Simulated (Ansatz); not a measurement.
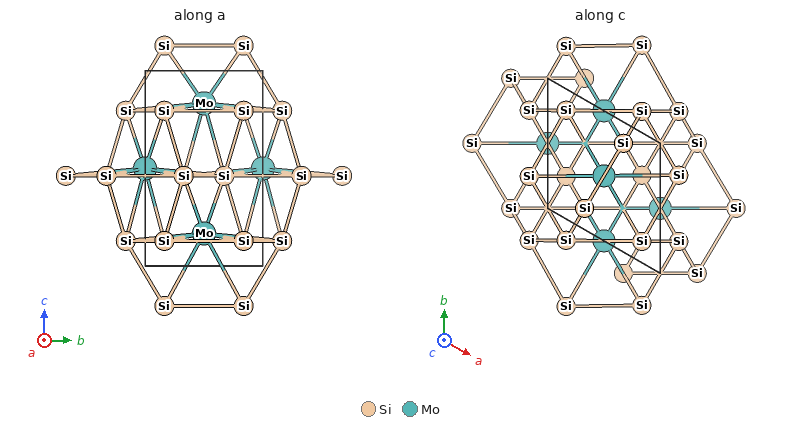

Shown here is a ball-and-stick view of the crystal, taken along the a axis and along the c axis. One conventional unit cell is framed, with atoms on its boundary repeated. Some atoms of the next cells are drawn as well.

Si₂Mo, space group P6_2 (No. 171), a = 4.58 Å, b = 4.58 Å, c = 6.58 Å, α = 90.00°, β = 90.00°, γ = 120.00°.

Calculation details: DFT r2SCAN, scalar-relativistic, plane waves, PAW in Ansatz 0.2.0; a basis cut at 500 eV, k-grid 12×12×6, Gaussian smearing of 0.03 eV, no spin polarisation.

How large a gap does the method give, if there is one?

Answer. A semiconductor at this level, with a gap of 0.25 eV on the k-mesh (the true edges may lie between mesh points, so the gap can be somewhat smaller).

Under what pressure is the structure?

Answer. The computed pressure is 5.3 GPa (compressed: it would expand). The stress isn't hydrostatic: its largest component is 12.2 GPa.

The model was built from a structure listed in the Materials Project. The cell was then strained or its atoms displaced on purpose. It was the input of a calculation with Ansatz.

At this level of theory the run's own cell isn't at rest (compressed, at 5 GPa and forces up to 3.5 eV/Å), so its distances can differ from those at equilibrium, the more so the softer the solid.
